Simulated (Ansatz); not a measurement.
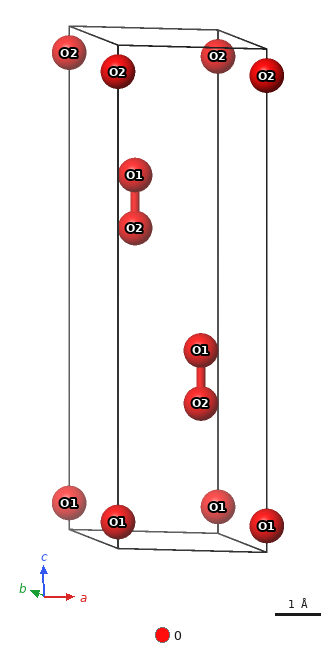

Reference structure: a crystal of O (set up in R-3m). Style: ball-and-stick. Shown: the conventional cell (3 times the calculation's cell), slightly off an axis. Lengths and directions refer to the drawn axes.

Computed with Ansatz 0.2.0, DFT r2SCAN, scalar-relativistic, plane waves, PAW. Settings: plane-wave cutoff 500 eV; k-point mesh 12 × 12 × 12; occupations gaussian; smearing width 0.02 eV; collinear spin.

Now this is done to it. The crystal is put under a hydrostatic pressure of 8 GPa. Cell and atoms are relaxed at that pressure.

> Predict the response.

It costs 99.4 meV per atom. The pressure goes from 0.0 to 8.0 GPa. The absolute magnetisation per cell goes from 2.08 to 2.07 μB (net moment 2.00 and 2.00 μB). The gap on the k-mesh: 2.46 eV before, 1.03 eV after. Cell: a = b 3.427 → 2.859 Å (−16.6 %), c 11.468 → 9.973 Å (−13.0 %). Volume −39.5 %. The largest moves relative to the cell, 0.077 Å, are those of O1 and O2. O2 goes along −c. The space group stays R-3m (No. 166).

Drawn alike, the variant:

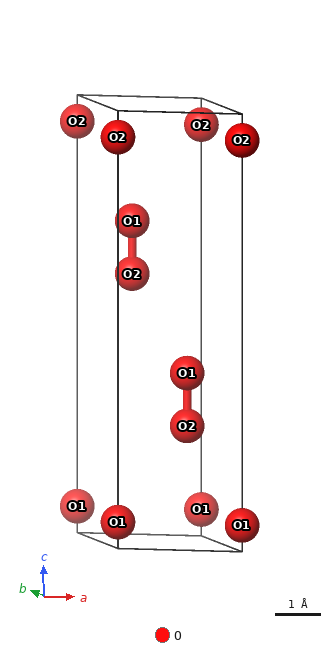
